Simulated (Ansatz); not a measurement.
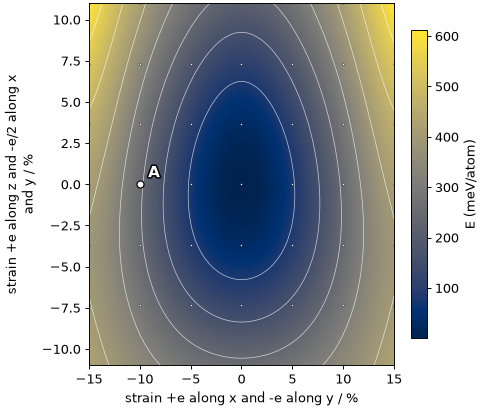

Mo (Im-3m, No. 229; 1 atom in the cell). The energy is mapped over two homogeneous strains (x, y and z along the cube axes). First axis: strain +e along x and -e along y. Second axis: strain +e along z and -e/2 along x and y. Nothing is relaxed (symmetry fixes all fractional coordinates). The grid has 7 × 7 points; 28 points were computed and 21 follow by symmetry. Points are written as (first, second). All energies are given in meV/atom relative to the lowest grid point. Level of theory: DFT PBE, scalar-relativistic, plane waves, PAW (Ansatz). Settings: cutoff 420 eV, k-mesh 20×20×20, gaussian smearing 0.15 eV, no spin polarisation.

Drawn: a smooth colour map with a few white contour lines, dots at the grid points, the point A. Between grid points the surface is interpolated.

> Is A at rest? If not, where is it pushed?

A, at (−10 %, 0.0 %), is not a stationary point. The computed force is 37 meV/atom for each 1 % towards larger values of the first coordinate and 6 meV/atom for each 1 % towards smaller values of the second coordinate.

PAW datasets: the set soft_1.
